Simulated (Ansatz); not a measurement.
```
CELL_PARAMETERS angstrom
3.05050 0.00000 0.00000
-1.52525 2.64181 0.00000
0.00000 0.00000 5.25353
ATOMIC_POSITIONS crystal
Co 0.00000 0.00000 0.00950
Co 0.33333 0.66667 0.50950
O 0.00000 0.00000 0.36550
O 0.33333 0.66667 0.86550
```

Space group P6₃mc; a structure from a database of computed crystals, not necessarily the ambient phase; spin-polarised.

All numbers below come from Ansatz, DFT PBEsol, scalar-relativistic, plane waves, PAW.

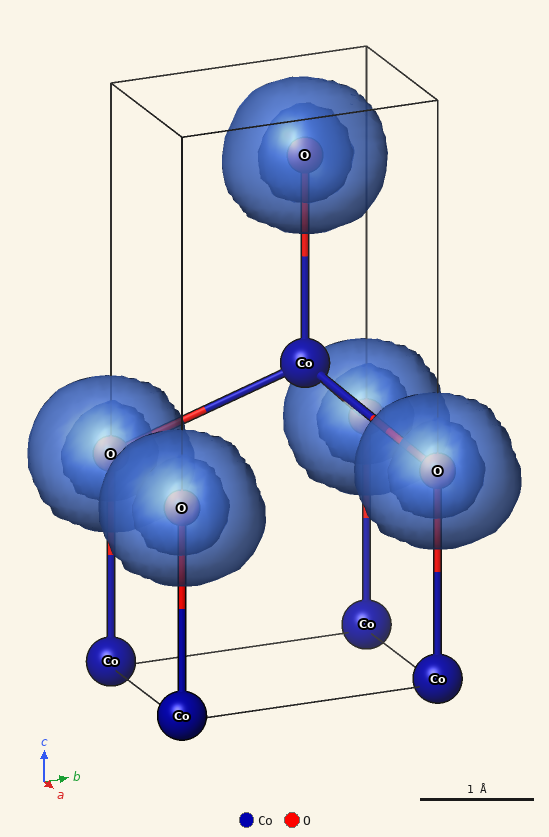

CoO. Isosurface of the electron localisation function at 0.75 (blue), seen slightly off an axis. Core shells and regions of very low density are left out. Sticks mark near contacts.

In a PAW calculation such maps are meaningful between the atoms, not at the nuclei.

Question: Identify the bonds, lone pairs and shells in this picture.

Answer: The ELF exceeds this value in two regions wrapped around O (the valence shell of each), counted in one cell of 4 atoms. Regions shared between cells count once. Profiles from the grid: Co–O (1.87 Å): the ELF peaks at about 0.85 in the valence shell of O, 0.6 Å from its nucleus, and is about 0.20 at the midpoint; no shared electron pair shows on this line. Co–O (1.92 Å): the ELF peaks at about 0.85 in the valence shell of O, 0.6 Å from its nucleus, and is about 0.20 at the midpoint; no shared electron pair shows on this line.

Question: Which magnetic arrangement did the calculation end in?

Answer: Antiferromagnetic in this solution, which needn't be the ground state, with some nearest magnetic neighbours parallel and some opposed; site moments Co: +1.9 μB and −1.9 μB in one cell of 4 atoms, with smaller moments on other sites: O (±0.14 μB).
